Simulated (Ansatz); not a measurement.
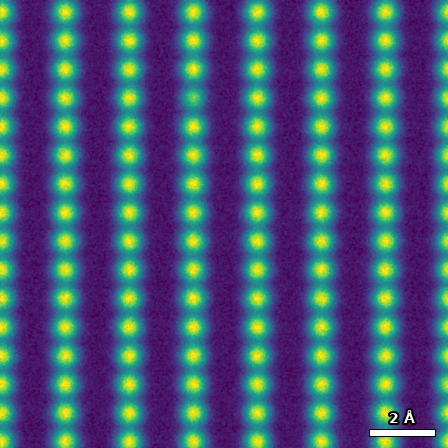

HAADF-like image of Mo (Fm-3m, No. 225) along [210]. The image is simulated as a sum over atoms of Z^1.7, blurred by a 0.55 Å probe (no channelling). The display is stretched by a gamma of 0.65; percentages refer to the linear signal. Shot noise was added.

The sample is 2 repeats (17.9 Å) thick. One point defect was put into the perfect crystal, without relaxing the atoms around it. Brightness is counted from the darkest point of the image. Host structure: the end point of a relaxation with Ansatz, DFT, PBE, plane waves (420 eV) with PAW, scalar-relativistic; the starting structure was generated, so it need not be a known form of this composition.

**Where is the defect (in Å from the left and the top edge), and what does its contrast suggest?**

At about 6 Å from the left and 3 Å from the top. The column is dimmer, which points to a vacancy or a lighter atom. The column holds 2 atoms (Mo) through the sample, and one Mo atom is replaced by Cr, so its peak drops to about 70 % of that of its equals.
